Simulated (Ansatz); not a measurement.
System: Ba.

```cif
data_structure
_symmetry_space_group_name_H-M 'P 1'
_symmetry_Int_Tables_number 1
_cell_length_a 4.9645
_cell_length_b 4.9645
_cell_length_c 4.9645
_cell_angle_alpha 90.000
_cell_angle_beta 90.000
_cell_angle_gamma 90.000
_cell_volume 122.36
loop_
_atom_site_label
_atom_site_type_symbol
_atom_site_fract_x
_atom_site_fract_y
_atom_site_fract_z
_atom_site_occupancy
Ba1 Ba 0.00000 0.00000 0.00000 1
Ba2 Ba 0.50000 0.50000 0.50000 1
```

Space group Im-3m; changed on purpose from its base cell (volume × 0.94).

Computed with DFT r2SCAN, scalar-relativistic, plane waves, PAW in Ansatz.

### What can the converged valence pseudo-density and electron localisation function tell about the bonding?

Ba–Ba (4.30 Å): ρ at the midpoint is about 0.04 e/Å³; the ELF is about 0.05 at the midpoint (no localised pair shows between them).

### Metal or insulator at this level of theory?

It is metallic or semimetallic at this level of theory: no gap opens.

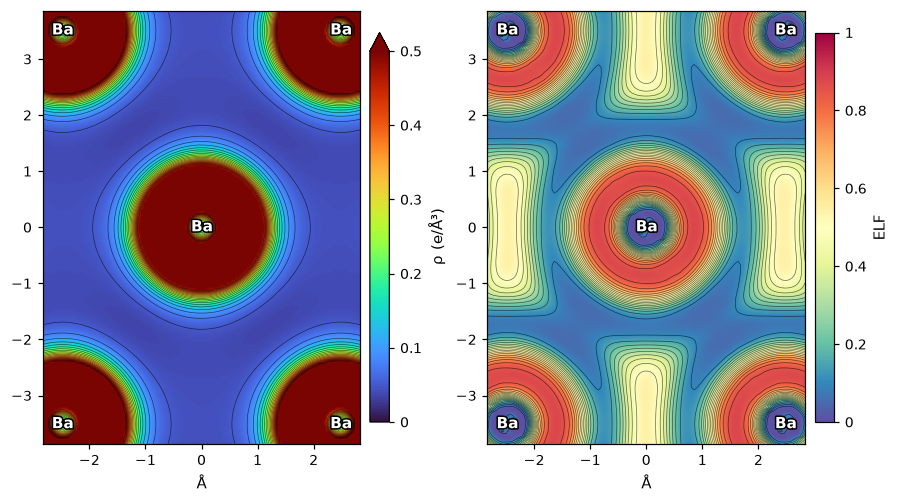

Computed valence pseudo-density and electron localisation function on the (011̄) plane of the conventional cell, in this order. 
